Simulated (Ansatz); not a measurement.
ZnCu$_{2}$SnSe$_{4}$

Input file:

```
crystal:
  lattice:
    - [-2.845284338, 2.780236118, 5.5624276612]
    - [2.8636736939, -2.8806802514, 5.6219216016]
    - [2.8924212948, 2.9278172082, -5.6127149777]
  atoms:
    - { symbol: Cu, position: [-0.0109367048, 0.0237364617, 0.0070141271] }
    - { symbol: Cu, position: [0.7630747832, 0.2618924573, 0.5106063608] }
    - { symbol: Zn, position: [0.2627164924, 0.757165367, 0.500466732] }
    - { symbol: Sn, position: [0.4961390611, 0.5119607199, -0.0046212205] }
    - { symbol: Se, position: [0.1232346257, 0.6438291428, 1.0076921231] }
    - { symbol: Se, position: [0.3685358419, 0.3482396081, 0.4586474967] }
    - { symbol: Se, position: [0.6296070024, 0.1051278292, 0.0012590495] }
    - { symbol: Se, position: [0.9073205072, 0.9081078068, 0.5405314065] }
kpoints:
  mp_grid: { grid: [4, 4, 4] }
hamiltonian:
  xc: pbesol
scf:
  occupations: { method: fermi_dirac, width: 0.05 }
relax:
  f_tol: 0.01
  cell: {}
  max_steps: 120
output:
  write_density: true
  write_potential: true
  elf: true
  volumetric_format: npy
```

Command:

```sh
ansatz run input.yaml --threads 4 --pin off --max-ram 4608MiB --backend cpu --events-out ev --progress --plain --runs-dir out
```

Below, planes, directions and counts refer to the conventional cell (a = 5.66 Å, b = 5.66 Å, c = 11.32 Å, α = 90.00°, β = 90.00°, γ = 90.00°).

The fields are those of the run's last geometry, not of the input's.

Space group I-4; started from the kesterite prototype, which need not be the ambient phase; changed on purpose from its base cell (shaken); computed without spin polarisation.

These are results of DFT, PBEsol, plane waves, PAW in Ansatz, not measurements.

The density is the valence pseudo-density of a PAW calculation; it isn't the true density close to the nuclei.

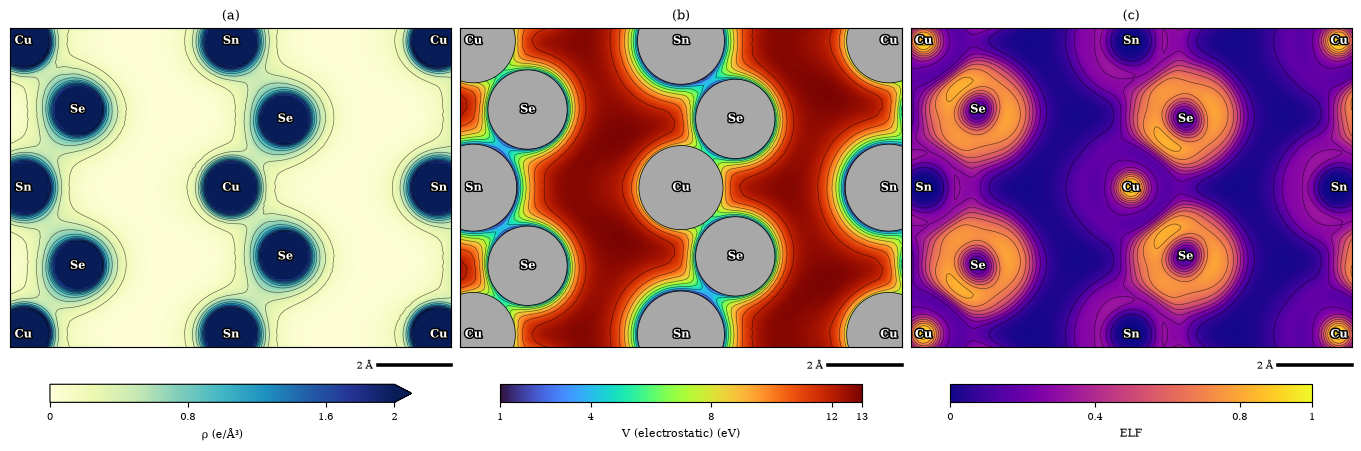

Figure 1. (a) valence charge density (pseudo); (b) electrostatic potential (local pseudopotential plus Hartree) felt by an electron; (c) electron localisation function on the (11̄0) plane of the conventional cell. Grey discs cover the atomic cores in the potential map.

Question: Read the bonding off the picture.

Answer: The plane passes through Cu, Sn and Se nuclei.
Cu–Se (2.39 Å): ρ is about 0.49 e/Å³ halfway; the ELF is about 0.50 at the midpoint.
Sn–Se (2.59 Å): ρ at the midpoint is about 0.47 e/Å³; the ELF is about 0.60 at the midpoint.
Between the atoms the lowest density in this plane is 0.01 e/Å³.
The features right at Cu lie inside the PAW spheres, where the map follows smoothed inner orbitals and isn't to be read closely.
Outside the cores the potential energy rises away from the atoms and is highest about 2.3 Å from the nearest atoms; its zero is arbitrary.

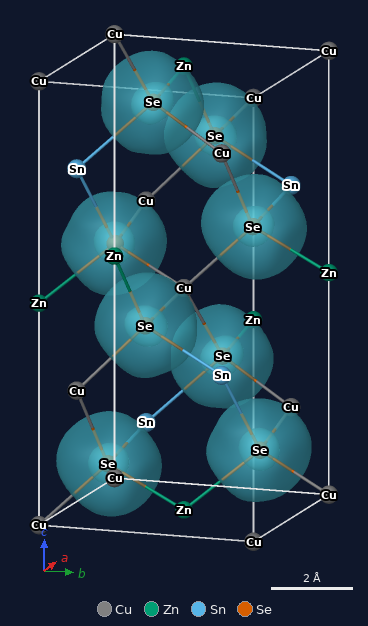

Figure 2. Isosurface of the electron localisation function at 0.6 (cyan), seen at an oblique angle. Core shells and regions of very low density are left out. Sticks mark near contacts.

Question: Describe the localisation domains.

Answer: The ELF exceeds this value in eight regions on Se in which the atom's valence shell and bonds are merged, counted in one cell of 16 atoms. Regions shared between cells count once. Profiles from the grid: Cu–Se (2.38 Å): the ELF is about 0.45 at the midpoint. Zn–Se (2.45 Å): the ELF is about 0.60 at the midpoint.
